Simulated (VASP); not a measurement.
Consider AlGaN2.

```cif
data_structure
_symmetry_space_group_name_H-M 'P 1'
_symmetry_Int_Tables_number 1
_cell_length_a 3.1354
_cell_length_b 3.1354
_cell_length_c 15.3605
_cell_angle_alpha 90.000
_cell_angle_beta 90.000
_cell_angle_gamma 120.000
_cell_volume 130.78
loop_
_atom_site_label
_atom_site_type_symbol
_atom_site_fract_x
_atom_site_fract_y
_atom_site_fract_z
_atom_site_occupancy
Al1 Al 0.00000 0.00000 0.99974 1
Al2 Al 0.33333 0.66667 0.66641 1
Al3 Al 0.66667 0.33333 0.33308 1
Ga1 Ga 0.66667 0.33333 0.83354 1
Ga2 Ga 0.00000 0.00000 0.50020 1
Ga3 Ga 0.33333 0.66667 0.16687 1
N1 N 0.66667 0.33333 0.96099 1
N2 N 0.00000 0.00000 0.62766 1
N3 N 0.33333 0.66667 0.29432 1
N4 N 0.33333 0.66667 0.78906 1
N5 N 0.66667 0.33333 0.45573 1
N6 N 0.00000 0.00000 0.12240 1
```

Space group R3m; started from the ordered alloy on zincblende lattice prototype, which need not be the ambient phase.

All numbers below come from VASP 6.6.1, DFT, PBEsol, plane waves, PAW.

### Predict the valence pseudo-density and electron localisation function between the atoms.

Al–N (1.88 Å): the density is about 0.7 e/Å³ at the midpoint; the ELF peaks at about 0.90 between the atoms: a polar covalent bond.
Ga–N (1.96 Å): ρ is about 0.72 e/Å³ halfway; the ELF peaks at about 0.85 in the valence shell of N, 0.6 Å from its nucleus, and is about 0.55 at the midpoint.

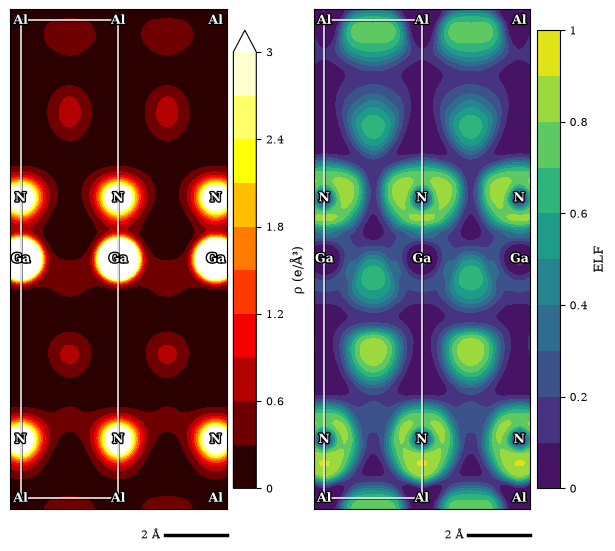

Computed valence pseudo-density and electron localisation function on the (100) plane of the conventional cell, in this order. Atoms just off the plane (Al, 0.9 Å away, Ga, 0.9 Å away and N, 0.9 Å away) can leave unmarked features too.

Core electrons are frozen (PAW), and the valence fields are smoothed inside the atomic spheres.
